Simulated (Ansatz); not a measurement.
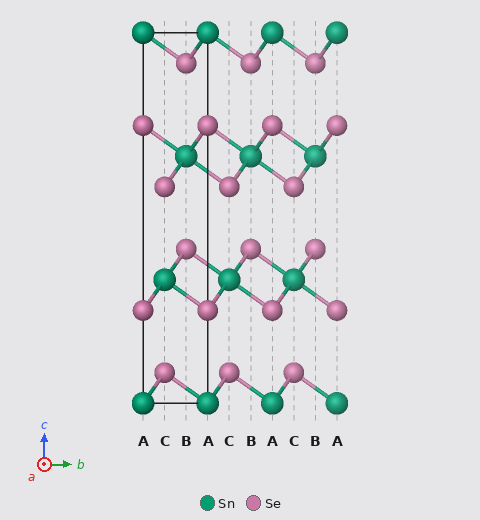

The picture looks along a close-packed row of the hexagonal mesh; c points upwards. The dashed lines mark the three columns A (0, 0), B (1/3, 2/3) and C (2/3, 1/3). The sequence starts with the first layer at or above the cell's origin.

SnSe2 (space group R-3m, No. 166). Coordinates: the input geometry of an electronic-structure calculation (not necessarily at equilibrium); the starting structure was generated, so it need not be a known form of this composition.

> Give the sequence of layers in one repeat, with element and column.

Sn(A) – Se(C) – Se(A) – Sn(C) – Se(B) – Se(C) – Sn(B) – Se(A) – Se(B) (nine layers in 19.01 Å).

> How are the Se layers alone stacked?

Se layers alone: CABCAB, the cubic close-packed type.

> Which positions between or in the Se layers do the other atoms fill?

Sn: three octahedral sites in each hexagonal cell. Three of the six gaps between Se layers are empty, 3.19 Å wide.

> What short polytype symbol fits?

Polytype symbol 3R, the symbol of a layered MX2 polytype (number of slabs in the repeat and lattice).
